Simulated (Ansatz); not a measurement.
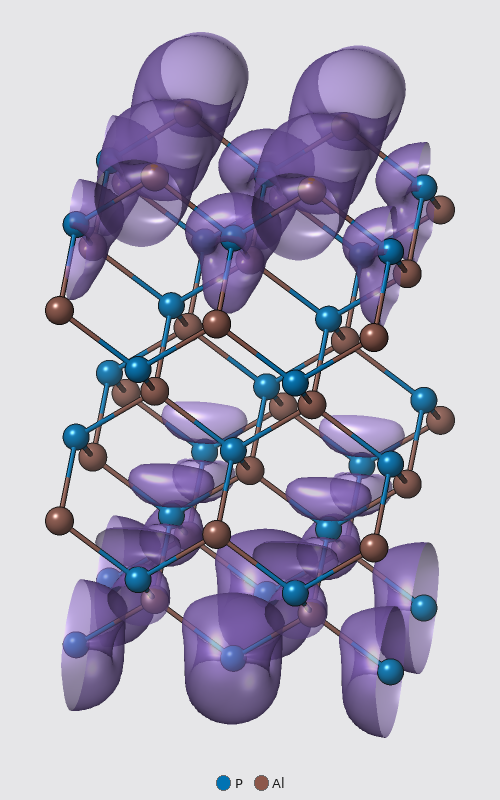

Density of all states between 0.00 and +0.25 eV (zero: the Fermi level) of AlP(100) (F-43m bulk, 10 atomic planes (those closer than 0.6 Å count as one), 12 Å, Al-terminated): purple isosurface at 5.8 × 10⁻³ e/Å³, seen from the side, tilted.

The picture shows the smooth PAW orbitals' density alone; the shares below count all of it.

Theory: DFT PBE, scalar-relativistic, plane waves, PAW in Ansatz 0.2.0. Cutoff 420 eV, 22 × 22 k-points, Gaussian smearing 0.05 eV, dipole correction. The slab is a cut without reconstruction beyond its cell, at the source's lattice constants, with its lower half held fixed and the rest relaxed. Real surfaces of this kind mostly reconstruct in larger cells, which this cell doesn't allow. No spin polarisation. The run couldn't confirm all of its levels under its output density. The run warns that the functional's potential is rough in the thin density of the vacuum, where the tip is; weak contrasts and barriers may feel it.

The calculation's input:

```yaml
crystal:
  lattice:
    - [3.85443906, 0.0, 0.0]
    - [0.0, 3.85443906, 0.0]
    - [0.0, 0.0, 32.264749988]
  atoms:
    - { symbol: P, position: [0.0, 0.5, 0.3099357659] }
    - { symbol: Al, position: [0.5, 0.5, 0.3521722613] }
    - { symbol: P, position: [0.5, 0.0, 0.3944087568] }
    - { symbol: Al, position: [0.0, 0.0, 0.4366452522] }
    - { symbol: P, position: [0.0, 0.5, 0.4788817476] }
    - { symbol: Al, position: [0.5, 0.5, 0.5216669192] }
    - { symbol: P, position: [0.5, 0.0, 0.5653207307] }
    - { symbol: Al, position: [0.0, 0.0, 0.6077951658] }
    - { symbol: P, position: [0.0, 0.5, 0.651754847] }
    - { symbol: Al, position: [0.5, 0.5, 0.6960316164] }
basis:
  ecutwfc: 420.0
  fft_grid_basis: typed
kpoints:
  mp_grid: { grid: [22, 22, 1] }
hamiltonian:
  xc: pbe
scf:
  occupations: { method: gaussian, width: 0.05 }
output:
  forces: true
  eigenvalues: true
  band_densities:
    - { e_range: [-2.0, -1.0] }
    - { e_range: [-1.0, -0.5] }
    - { e_range: [-0.5, -0.25] }
    - { e_range: [-0.25, 0.0] }
    - { e_range: [0.0, 0.25] }
    - { e_range: [0.25, 0.5] }
    - { e_range: [0.5, 1.0] }
    - { e_range: [1.0, 1.5] }
  band_residual_tolerance: 1.0e-05
  write_potential: true
  elf: true
  write_density: true
  volumetric_format: npy
efield:
  axis: 3
  dipole_correction: true
  ramp_width: 0.04
checkpoint:
  read: start.run
  write: ck
  compress: false
  write_wavefunctions: false
  write_every: 100000
```

Launched as:

```sh
ansatz run input.yaml --threads 1 --pin off --max-ram 2211MiB --backend cpu --events-out ev --progress --plain --runs-dir out
```

Cost without the relaxation before it: 6.6 min on 1 thread of AMD EPYC 7R43 64-Core Processor (Zen 3), with other jobs on the host, peak memory 1.7 GiB.

How is this energy window spread over the atomic planes?

Answer. The window holds 0.8 states per cell. Shares by plane (space cut midway between planes), top to bottom: Al 34 %, P 10 %, Al 6 %, P 2 %, Al 1 %, P 2 %, Al 4 %, P 5 %, Al 9 %, P 27 %; the outer planes' shares include the vacuum, and density in a gap between layers is shared out between the planes on either side. The outer planes of both faces hold more than their share.
